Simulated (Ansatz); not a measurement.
## Geometry relaxation of Si62C2 (part 2 of 2)

The same run, continued: Si62C2 (P1, 64 atoms in the cell); DFT, PBEsol, PAW, plane waves (Ansatz 0.2.0); cutoff 420 eV, 1×1×1 k-mesh, Fermi–Dirac smearing of 0.01 eV. The structure was built on a prototype by a generator.

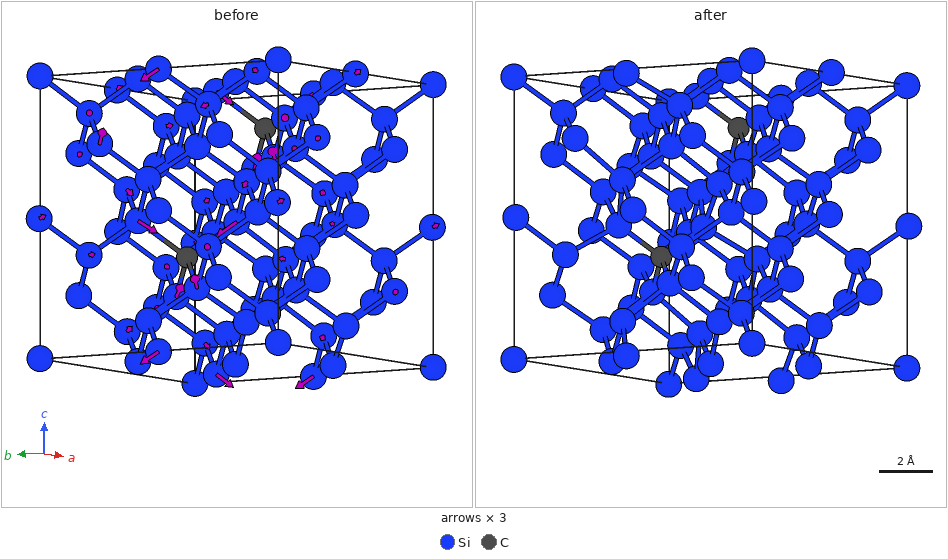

Figure 1. Before (left) and after (right) the relaxation, at one scale (ball-and-stick view of the cell of the calculation (origin shifted), seen at an oblique angle). The pink arrows give the displacements, magnified 3 times. After 5 geometry steps the energy has fallen by 65.5 meV per atom. The largest force component goes from 2.1 to 0.0038 eV/Å. Pressure: 1.23 GPa at the start and 0.00 GPa at the end. The atom that moves furthest relative to the cell is Si34 (0.34 Å). By element the largest moves are Si 0.34 Å, C 0.05 Å. The volume changes by −0.2 %, with a = b = c 10.753 → 10.747 Å (−0.1 %). Among the contacts that change: Si21–C64 2.359 → 2.019 Å, Si4–C63 2.337 → 2.019 Å, Si37–C64 2.326 → 2.019 Å, Si7–C64 2.277 → 2.019 Å. Among the angles that change: Si21–Si46–Si50 109.6° → 123.7°, Si4–Si45–Si37 111.0° → 123.7°, Si45–Si4–Si55 111.8° → 102.7°. The space group (tolerance 0.01 Å) goes from P1 (No. 1) to P-4m2 (No. 115). (Atoms are counted from 1 in the order of the input.)

```
SCF converged after 5 iterations
Free energy (F): -39017.408756 eV
Harris-Foulkes:  -39017.408756 eV  (|F-HF|=3.64e-11)
Internal energy: -39017.408756 eV  (E = F + TS)
E sigma→0 (E₀):  -39017.408756 eV
Fermi energy:    6.461783 eV
--- Per-component energies (eV) ---
  E_band       = 314.280961
  E_kinetic    = 2690.121317
  E_local      = -1976.325272  (includes V_loc(G=0)·N_el)
  E_nonlocal   = 1661.942265
  E_hartree    = 564.794789
  E_xc         = -3484.819178
  E_vxc        = -3022.191943  (∫ρ·V_xc dr)
  E_paw        = -31127.877553  (= ΣΔE_a)
  E_vpaw       = -168.855086  (= ΣTr[D̂ρ^β])
  E_aug_tail   = 0.000373  (compensation charges beyond the density's cutoff)
  E_ewald      = -7347.244460
  E_core_change = 1.998962  (= ΣΔE_core)
  E_smearing   = -0.000000  (= −TS)
  E_closure    = -0.000000  (closes the sum)
  Σ components = -39017.408756   (vs F -39017.408756, Δ=0.00e0)
--- Forces (eV/Å), atoms counted from 1 ---
  atom   1  Si    -0.00105548    -0.00053854    -0.00244191
  atom   2  Si    -0.00035307     0.00089367    -0.00091076
  atom   3  Si     0.00009819     0.00089498    -0.00170376
  atom   4  Si    -0.00137220    -0.00079270    -0.00249292
  atom   5  Si    -0.00018959     0.00006752     0.00023844
  atom   6  Si    -0.00103446     0.00048087    -0.00164781
  atom   7  Si    -0.00004428    -0.00123417    -0.00128454
  atom   8  Si    -0.00042376     0.00075122    -0.00016837
  atom   9  Si    -0.00077824     0.00046235     0.00010430
  atom  10  Si     0.00023908     0.00041144    -0.00071002
  atom  11  Si     0.00049889    -0.00021575    -0.00108163
  atom  12  Si     0.00065357     0.00010084    -0.00175112
  atom  13  Si     0.00026343     0.00033475     0.00013498
  atom  14  Si     0.00130900    -0.00043656    -0.00195065
  atom  15  Si     0.00169742     0.00028122    -0.00105874
  atom  16  Si     0.00083814     0.00076870    -0.00030611
  atom  17  Si     0.00044162     0.00011386    -0.00014952
  atom  18  Si    -0.00024661    -0.00033797     0.00001700
  atom  19  Si     0.00087780     0.00012630    -0.00051186
  atom  20  Si     0.00137763     0.00029059    -0.00078169
  atom  21  Si     0.00113376     0.00191851    -0.00291473
  atom  22  Si     0.00098318     0.00041158    -0.00002574
  atom  23  Si     0.00361430     0.00237670     0.00219843
  atom  24  Si    -0.00162465     0.00242414    -0.00049450
  atom  25  Si     0.00175168    -0.00195086    -0.00119476
  atom  26  Si    -0.00306424    -0.00356096     0.00383421
  atom  27  Si    -0.00215309     0.00269032    -0.00233298
  atom  28  Si     0.00198354     0.00171191     0.00171799
  atom  29  Si    -0.00195458    -0.00212159     0.00309013
  atom  30  Si     0.00273558    -0.00193092    -0.00119366
  atom  31  Si     0.00087848    -0.00060016     0.00164228
  atom  32  Si     0.00017092     0.00186015     0.00007634
  atom  33  Si    -0.00001273     0.00150873     0.00009654
  atom  34  Si     0.00255128    -0.00211754     0.00177549
  atom  35  Si    -0.00084551     0.00089498     0.00027406
  atom  36  Si     0.00090520    -0.00116633     0.00199898
  atom  37  Si     0.00077911    -0.00326622     0.00017235
  atom  38  Si     0.00062536     0.00090900     0.00034950
  atom  39  Si    -0.00076544     0.00006197    -0.00007265
  atom  40  Si     0.00018757     0.00034253     0.00062914
  atom  41  Si     0.00018557     0.00207086     0.00069562
  atom  42  Si    -0.00173430     0.00081358    -0.00102904
  atom  43  Si     0.00001183    -0.00041160     0.00050362
  atom  44  Si    -0.00038720     0.00056174     0.00003117
  atom  45  Si    -0.00010480     0.00083025     0.00089930
  atom  46  Si    -0.00007565     0.00033944     0.00085370
  atom  47  Si    -0.00240471     0.00013363     0.00116967
  atom  48  Si     0.00023315    -0.00131069    -0.00000980
  atom  49  Si     0.00100076    -0.00207228    -0.00029888
  atom  50  Si    -0.00336482     0.00157351     0.00208408
  atom  51  Si     0.00059354    -0.00135653     0.00012040
  atom  52  Si    -0.00278544     0.00068480     0.00099822
  atom  53  Si    -0.00271992     0.00186672     0.00060759
  atom  54  Si     0.00121216    -0.00210846    -0.00007897
  atom  55  Si     0.00184862     0.00253251     0.00199619
  atom  56  Si    -0.00117016     0.00065416    -0.00083014
  atom  57  Si    -0.00148301    -0.00323988     0.00351071
  atom  58  Si     0.00206980    -0.00249554    -0.00346979
  atom  59  Si    -0.00237324     0.00146297    -0.00165886
  atom  60  Si     0.00128360     0.00217549     0.00248026
  atom  61  Si     0.00175542    -0.00293644    -0.00281458
  atom  62  Si    -0.00100472    -0.00218304     0.00255122
  atom  63  C      0.00047456    -0.00067752    -0.00048236
  atom  64  C     -0.00173873     0.00027276     0.00100070
  max |Σ_I F_I| component: 1.01e-6 eV/Å
--- Stress (GPa, compression-positive) ---
        0.060127       0.000306       0.000069
        0.000306      -0.125011       0.000048
        0.000069       0.000048       0.060114
  P = ⅓ Tr σ = -0.0016 GPa (-0.016 kbar)
--- Band table (eV) ---
  k-point 0: bands = ["-6.4361", "-6.4358", "-4.8797", "-4.8797", "-4.8677", "-4.8676", "-4.7809", "-4.7808", "-4.0804", "-4.0803", "-3.0116", "-3.0114", "-2.9842", "-2.9841", "-2.8996", "-2.8995", "-2.8949", "-2.8948", "-2.8902", "-2.8901", "-2.8779", "-2.8778", "-2.8453", "-2.8451", "-2.8436", "-2.8436", "-2.8360", "-2.8358", "-2.8063", "-2.8061", "-2.7826", "-2.7824", "-0.6944", "-0.6942", "-0.3847", "-0.3846", "-0.2772", "-0.2772", "-0.2534", "-0.2534",
      "-0.0170", "-0.0169", "-0.0145", "-0.0143", "0.0233", "0.0234", "0.0308", "0.0309", "0.0531", "0.0532", "0.0705", "0.0707", "0.0997", "0.0999", "0.1047", "0.1049", "1.7630", "1.7631", "1.9476", "1.9478", "2.4202", "2.4203", "2.4909", "2.4910", "2.5330", "2.5331", "2.6159", "2.6160", "2.6747", "2.6748", "2.6868", "2.6869", "2.7703", "2.7704", "2.7715", "2.7716", "2.8009", "2.8010", "2.8544", "2.8545",
      "2.8563", "2.8563", "2.8877", "2.8877", "2.8944", "2.8944", "2.9536", "2.9539", "3.3523", "3.3525", "3.7947", "3.7948", "3.9696", "3.9696", "4.1133", "4.1135", "4.1575", "4.1577", "4.2116", "4.2117", "4.2155", "4.2156", "4.2726", "4.2727", "4.2842", "4.2843", "4.2960", "4.2960", "4.3523", "4.3523", "4.3592", "4.3593", "5.3995", "5.3995", "5.4756", "5.4757", "5.4996", "5.4999", "5.7282", "5.7283",
      "5.7428", "5.7429", "5.7657", "5.7658", "5.7852", "5.7853", "5.8457", "5.8458", "7.0777", "7.0780", "7.5820", "7.5822", "7.6586", "7.6588", "7.6632", "7.6633", "7.7407", "7.7410", "7.7917", "7.7918", "7.8677", "7.8678", "7.8942", "7.8943", "7.9328", "7.9328", "7.9331", "7.9332", "7.9618", "7.9621", "8.0368", "8.0369", "8.2936", "8.2937", "8.5052", "8.5053", "8.5430", "8.5432", "8.6320", "8.6322",
      "9.4779", "9.4783", "9.5536", "9.5538", "9.6189", "9.6191", "9.8568", "9.8569", "9.9589", "9.9591", "10.0237", "10.0238", "10.0626", "10.0626", "10.0634", "10.0636", "10.2911", "10.2914", "10.5789", "10.5791", "10.6338", "10.6339", "10.7242", "10.7242", "10.7585", "10.7585", "10.7897", "10.7898", "10.7960", "10.7961", "10.8805", "10.8807"]
--- Relaxed structure (5 steps of the walk, 5 accepted, 1 SCFs on fresh bases) ---
  F+E_penalty+E_count = -39017.40875610 eV   max|allowed force component| = 3.834e-3 eV/Å   (the final SCF, on the basis selected at the relaxed cell)
  cell:  # Å, volume = 1241.3076 Å³
    - [10.747145821915863, -3.2701260591042794e-113, 1.9418401839116673e-112]
    - [-3.2701260591042794e-113, 10.747145821915863, -1.2254422188215775e-112]
    - [1.9418401839116673e-112, -1.2254422188215775e-112, 10.747145821915863]
  atoms:
    - { symbol: Si, position: [-0.0024722511017373407, 0.9936654768405346, -0.002579446203290164] }
    - { symbol: Si, position: [0.9999099028734381, 1.000292035095871, 0.4998379232536638] }
    - { symbol: Si, position: [-0.0005360579367227592, 0.49993843553385, 0.9994313618526393] }
    - { symbol: Si, position: [0.016198482584589013, 0.517569618138447, 0.5160878570366892] }
    - { symbol: Si, position: [0.49991351686616076, 1.0003147631512366, -0.00017790073049412798] }
    - { symbol: Si, position: [0.497547728227587, 0.9936652270261026, 0.4973906582734811] }
    - { symbol: Si, position: [0.5161819954270118, 0.5175513718282879, 0.016072161757226467] }
    - { symbol: Si, position: [0.49948126482351857, 0.4999242139766423, 0.49941165134268417] }
    - { symbol: Si, position: [0.1251965621077128, 0.1250606826622334, 0.12501733679678767] }
    - { symbol: Si, position: [0.12509794105029207, 0.12503326091514386, 0.6251201007693921] }
    - { symbol: Si, position: [0.12509420499631455, 0.6250542892133443, 0.12512557793972248] }
    - { symbol: Si, position: [0.6251001936459016, 0.12504801341156724, 0.12512417620909627] }
    - { symbol: Si, position: [0.6251820791144943, 0.12506300597663997, 0.6250176047276993] }
    - { symbol: Si, position: [0.6250697021899065, 0.6250596564553271, 0.6251307785307153] }
    - { symbol: Si, position: [0.2527692299123663, 0.2564682587177041, 0.9973318580120979] }
    - { symbol: Si, position: [0.25034995604924526, 0.24973474455488803, 0.49985983048221805] }
    - { symbol: Si, position: [0.25078997130424535, 0.7501128023551701, 0.9994380294225109] }
    - { symbol: Si, position: [0.23415265246091926, 0.7325764232116604, 0.5159920085469056] }
    - { symbol: Si, position: [0.7503518022239349, 0.24976015075479893, -0.0001290589625968595] }
    - { symbol: Si, position: [0.7527986848662107, 0.25646969935877056, 0.49736550522569517] }
    - { symbol: Si, position: [0.7341257117698811, 0.7325411507128886, 1.0160416952358733] }
    - { symbol: Si, position: [0.7507704607045347, 0.7501084810971398, 0.49943619152796553] }
    - { symbol: Si, position: [0.3812248458372249, 0.3811304716107977, 0.12517368058482248] }
    - { symbol: Si, position: [0.36900687974433444, 0.3810921770629894, 0.6248705366290004] }
    - { symbol: Si, position: [0.38130542700324827, 0.8689417583831183, 0.12486423879093025] }
    - { symbol: Si, position: [0.3690193168217477, 0.8690220894608216, 0.6251511617461804] }
    - { symbol: Si, position: [0.8690231801285346, 0.3810885100313453, 0.12490735037975494] }
    - { symbol: Si, position: [0.8812500516494103, 0.3811557645500853, 0.6252014280044954] }
    - { symbol: Si, position: [0.8690018100932281, 0.8689962668595093, 0.12517611274271193] }
    - { symbol: Si, position: [0.8812676726138756, 0.868944835050088, 0.6248726608072205] }
    - { symbol: Si, position: [0.2528380524127485, -0.006331497606919541, 0.2526430084514871] }
    - { symbol: Si, position: [0.2503679023928916, 1.0002597070962667, 0.750290077431095] }
    - { symbol: Si, position: [0.25078218410530145, 0.4998960220956695, 0.25071907837306556] }
    - { symbol: Si, position: [0.2341247371073764, 0.517590731702692, 0.7339848102760793] }
    - { symbol: Si, position: [0.7503904326835585, 1.0002869010850386, 0.2502922863192376] }
    - { symbol: Si, position: [0.7528076361878491, -0.006332919449919622, 0.7526625757456402] }
    - { symbol: Si, position: [0.734154004449135, 0.5175854010143813, 0.2340187840245932] }
    - { symbol: Si, position: [0.7507816656575654, 0.499927790231541, 0.7507245531092716] }
    - { symbol: Si, position: [0.37516273037872094, 0.12383395694360082, 0.3750522896020048] }
    - { symbol: Si, position: [0.3751543702876296, 0.12626942440330838, 0.8750119520132041] }
    - { symbol: Si, position: [0.3751718104178623, 0.6257152418561118, 0.3750090314547811] }
    - { symbol: Si, position: [0.37515093655928416, 0.6243377260952437, 0.8750629313610597] }
    - { symbol: Si, position: [0.8751753907004683, 0.12627797805230553, 0.3750348854573963] }
    - { symbol: Si, position: [0.8751449594092607, 0.12382782205942997, 0.8750671263005674] }
    - { symbol: Si, position: [0.875154155997905, 0.6243476899180064, 0.37506553596470243] }
    - { symbol: Si, position: [0.8751666109934573, 0.6257519573263646, 0.8750246970192578] }
    - { symbol: Si, position: [0.9975615552482783, 0.25643320962012095, 0.25268116760429093] }
    - { symbol: Si, position: [-0.0001274018060868356, 0.2498539606881264, 0.7502994701612045] }
    - { symbol: Si, position: [-0.0005596734630082524, 0.7502358751396881, 0.250731065601719] }
    - { symbol: Si, position: [0.016221277381613886, 0.7325446602050157, 0.7340026146204545] }
    - { symbol: Si, position: [0.4998774988186428, 0.24987116613589663, 0.25029247742293137] }
    - { symbol: Si, position: [0.49754362180771294, 0.25643731979187273, 0.752667848353237] }
    - { symbol: Si, position: [0.5162281878683477, 0.7325175845931864, 0.23401121683871937] }
    - { symbol: Si, position: [0.4994210130372624, 0.7502426730347297, 0.7507306059973256] }
    - { symbol: Si, position: [0.12532553080879294, 0.38108804370646426, 0.3812147668278021] }
    - { symbol: Si, position: [0.12495084268679339, 0.3811958977207087, 0.8688967391052737] }
    - { symbol: Si, position: [0.12499005507801711, 0.8690439410563904, 0.3811309545066869] }
    - { symbol: Si, position: [0.12532812559109172, 0.8689494833088258, 0.8689680130364109] }
    - { symbol: Si, position: [0.6249889853909621, 0.3811723071930462, 0.3689126586153198] }
    - { symbol: Si, position: [0.625327405360244, 0.3810918439634319, 0.8811958903029458] }
    - { symbol: Si, position: [0.6253458186519746, 0.8689539414135379, 0.3689419211511452] }
    - { symbol: Si, position: [0.6249773678253893, 0.8690149618809645, 0.8811605538164999] }
    - { symbol: C, position: [0.1251822460668695, 0.6250895208725489, 0.6250106883256623] }
    - { symbol: C, position: [0.625193045854681, 0.6250440428553208, 0.12501965407712987] }
--- Löwdin populations: 64 sites ---
  site symbol       q [e]
     0     Si      3.9591
     1     Si      3.9686
     2     Si      3.9671
     3     Si      3.7168
     4     Si      3.9686
     5     Si      3.9591
     6     Si      3.7168
     7     Si      3.9671
     8     Si      3.9407
     9     Si      3.9674
    10     Si      3.9732
    11     Si      3.9674
    12     Si      3.9407
    13     Si      3.9732
    14     Si      3.9591
    15     Si      3.9686
    16     Si      3.9671
    17     Si      3.7169
    18     Si      3.9686
    19     Si      3.9591
    20     Si      3.7167
    21     Si      3.9671
    22     Si      3.9820
    23     Si      3.9820
    24     Si      3.9821
    25     Si      3.9820
    26     Si      3.9821
    27     Si      3.9820
    28     Si      3.9820
    29     Si      3.9821
    30     Si      3.9591
    31     Si      3.9686
    32     Si      3.9671
    33     Si      3.7168
    34     Si      3.9686
    35     Si      3.9591
    36     Si      3.7167
    37     Si      3.9671
    38     Si      3.9726
    39     Si      3.9726
    40     Si      4.0004
    41     Si      4.0005
    42     Si      3.9726
    43     Si      3.9726
    44     Si      4.0005
    45     Si      4.0005
    46     Si      3.9591
    47     Si      3.9686
    48     Si      3.9671
    49     Si      3.7168
    50     Si      3.9686
    51     Si      3.9591
    52     Si      3.7168
    53     Si      3.9671
    54     Si      3.9820
    55     Si      3.9820
    56     Si      3.9820
    57     Si      3.9820
    58     Si      3.9820
    59     Si      3.9820
    60     Si      3.9820
    61     Si      3.9820
    62      C      4.7369
    63      C      4.7369
  spilling = 0.008850 (of n_electrons = 256.000000)
```

**Summary**

| quantity | value |
| --- | --- |
| outcome | converged |
| space group (tolerance 0.01 Å) | P1 (1) → P-4m2 (115) |
| electrons treated | 256 |
| free energy | −39017.4088 eV |
| Fermi energy | 6.462 eV |
| pressure | 0.00 GPa |
| largest force (length of the vector) at the end | 0.006 eV/Å |
| final cell | a = 10.747 Å, b = 10.747 Å, c = 10.747 Å, α = 90.00°, β = 90.00°, γ = 90.00° |
| wall time | 90 s (CPU time 3.3 min) |
| peak memory | 1.9 GiB |

**Notes**

The k-point mesh is coarse for a cell of this size, so the results may not be converged.
